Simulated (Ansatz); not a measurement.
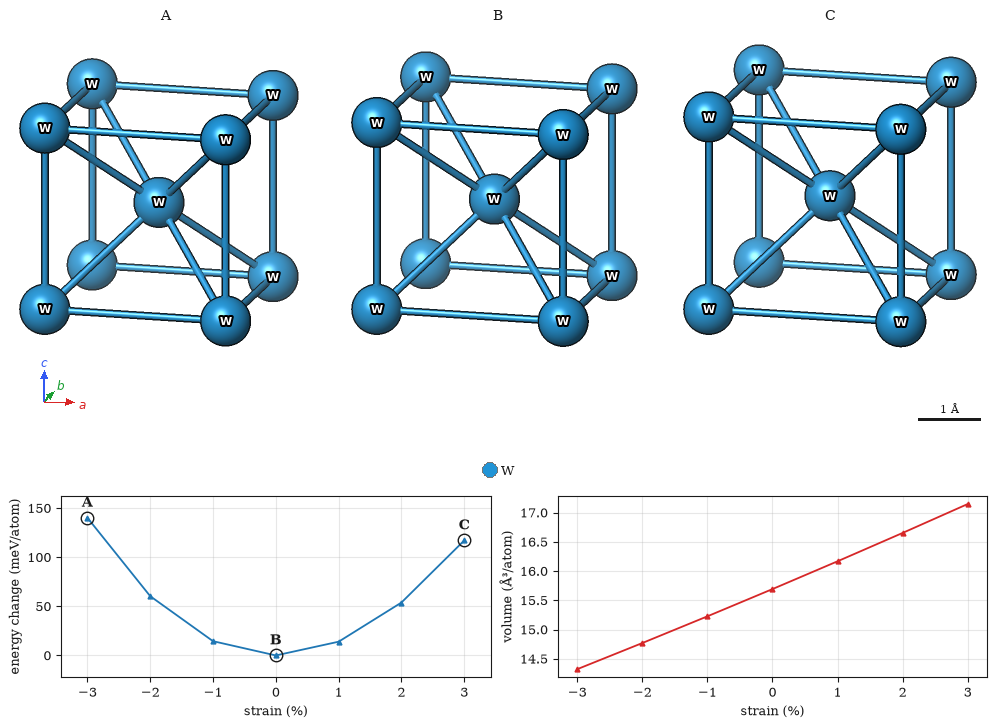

Members of a series of calculations on crystalline W (set up in Im-3m), marked on the first curve. The picture is a ball-and-stick view of the cell of the calculation, seen slightly off an axis.

Level of theory: Ansatz, DFT PBEsol, scalar-relativistic, plane waves, PAW. Settings: plane-wave cutoff 420 eV; k-point mesh 16 × 16 × 16; occupations gaussian; smearing width 0.1 eV; no spin polarisation.

Describe the series.

Equal strain along all axes, cell held, atoms relaxed. A (strain −3.0 %): energy change 140 meV/atom, volume 14.32 Å³ per atom. B (strain 0.0 %): energy change 0.0 meV/atom, volume 15.69 Å³ per atom. C (strain 3.0 %): energy change 117 meV/atom, volume 17.15 Å³ per atom. The rest compares A with C. The volume changes by +19.7 %, with a = b = c 3.060 → 3.249 Å (+6.2 %). Among the bonded contacts that change: W–W 3.060 → 3.249 Å, W–W 2.650 → 2.814 Å.
